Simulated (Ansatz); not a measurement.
## Electronic structure of ZnSe$_{2}$ in real space

Input

```
crystal:
  lattice:
    - [6.4015785282, 0.0, 0.0]
    - [0.0, 6.4015785282, 0.0]
    - [0.0, 0.0, 6.2502111541]
  atoms:
    - { symbol: Zn, position: [0.5, 0.5, 0.0] }
    - { symbol: Zn, position: [0.5, 0.0, 0.5] }
    - { symbol: Zn, position: [0.0, 0.5, 0.5] }
    - { symbol: Zn, position: [0.0, 0.0, 0.0] }
    - { symbol: Se, position: [0.1083085855, 0.8916914145, 0.3916914145] }
    - { symbol: Se, position: [0.8916914145, 0.3916914145, 0.1083085855] }
    - { symbol: Se, position: [0.3916914145, 0.1083085855, 0.8916914145] }
    - { symbol: Se, position: [0.6083085855, 0.6083085855, 0.6083085855] }
    - { symbol: Se, position: [0.8916914145, 0.1083085855, 0.6083085855] }
    - { symbol: Se, position: [0.1083085855, 0.6083085855, 0.8916914145] }
    - { symbol: Se, position: [0.6083085855, 0.8916914145, 0.1083085855] }
    - { symbol: Se, position: [0.3916914145, 0.3916914145, 0.3916914145] }
basis:
  ecutwfc: 500
kpoints:
  mp_grid: { grid: [4, 4, 4] }
hamiltonian:
  xc: r2scan
scf:
  occupations: { method: gaussian, width: 0.02 }
output:
  forces: true
  stress: true
  eigenvalues: true
  write_density: true
  write_potential: true
  elf: true
  volumetric_format: npy
relax:
  adjacent_minimum: "off"
  f_tol: 0.008
  max_steps: 40
  cell: { stress_tol: 0.015, fix: [a, b, gamma] }
```

Run with:

```sh
ansatz run input.yaml --threads 2 --pin off --max-ram 5120MiB --backend cpu --events-out ev --progress --plain --runs-dir out
```

Below, planes, directions and counts refer to the conventional cell (a = 6.20 Å, b = 6.40 Å, c = 6.40 Å, α = 90.00°, β = 90.00°, γ = 90.00°).

The fields are those of the run's last geometry, not of the input's.

Space group Pbca; a structure from a database of computed crystals, not necessarily the ambient phase; changed on purpose from its base cell (biaxial strain in the a-b plane, c and atoms relaxed: +1.5 %).

These are results of Ansatz, DFT r2SCAN, scalar-relativistic, plane waves, PAW, not measurements.

In a PAW calculation such maps are meaningful between the atoms, not at the nuclei.

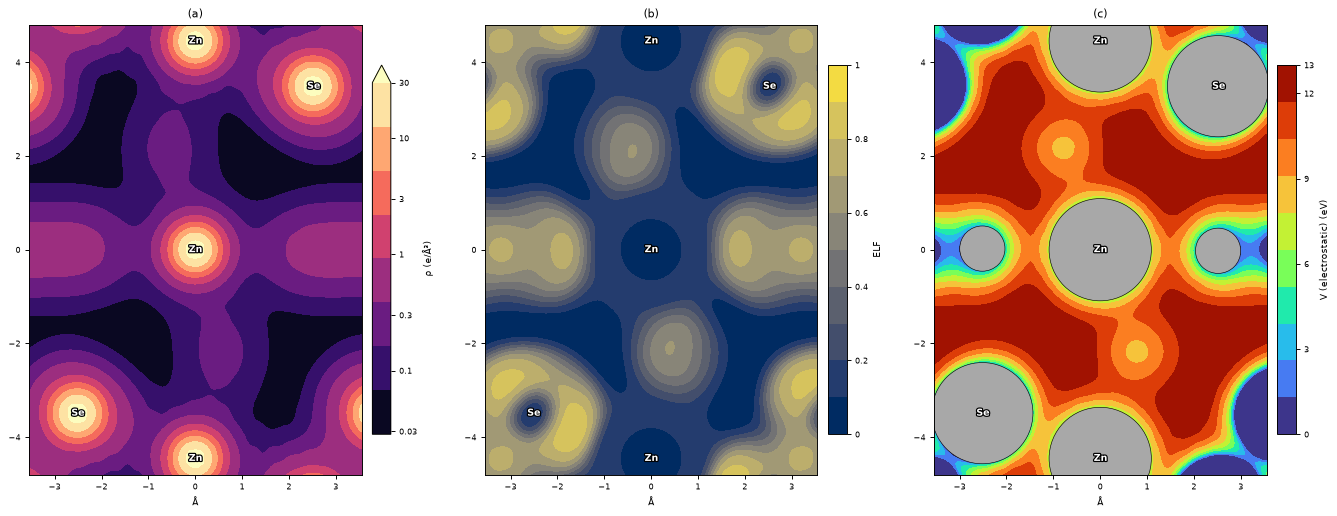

Figure 1. (a) valence electron density; (b) ELF; (c) electrostatic potential energy of an electron on the (110) plane of the conventional cell. Grey discs cover the atomic cores in the potential map.

Question: What does the map show?

Answer: The section cuts through Zn and Se sites. Zn–Se (2.69 Å): ρ is about 0.32 e/Å³ halfway, with its minimum of 0.27 e/Å³ about 1.2 Å from Zn; the ELF is about 0.55 at the midpoint and 0.15 at its lowest between the atoms. Between the atoms the lowest density in this plane is 0.03 e/Å³. Outside the cores the potential energy rises away from the atoms and is highest about 2.1 Å from the nearest atoms; its zero is arbitrary.

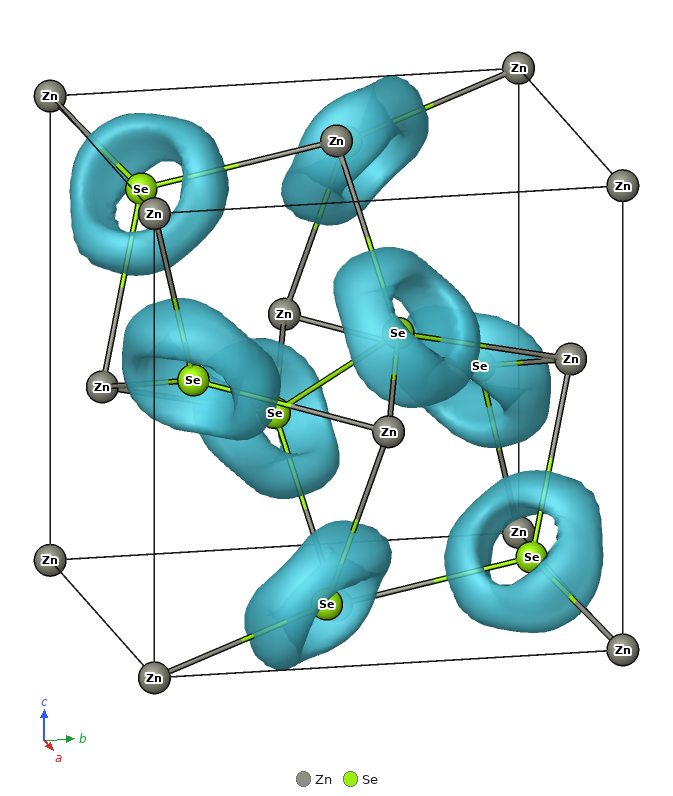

Figure 2. Isosurface of the ELF at 0.8 (cyan), seen slightly off an axis. Only the valence region is drawn (cores and ρ < 0.01 e/Å³ removed). Sticks mark near contacts.

Question: Identify the bonds, lone pairs and shells in this picture.

Answer: At this value the surface marks out eight regions wrapped around Se (the valence shell of each), counted in one cell of 12 atoms. Regions shared between cells count once. Along the contacts the grid gives the following. Se–Se (2.37 Å): the ELF peaks at about 0.75 between the atoms. Zn–Se (2.61 Å): the ELF is about 0.60 at the midpoint.

Question: Metal or insulator at this level of theory?

Answer: It is gapped, with a Kohn–Sham gap of 1.1 eV on the k-point mesh (the band edges may lie off the mesh, which would make the gap smaller).
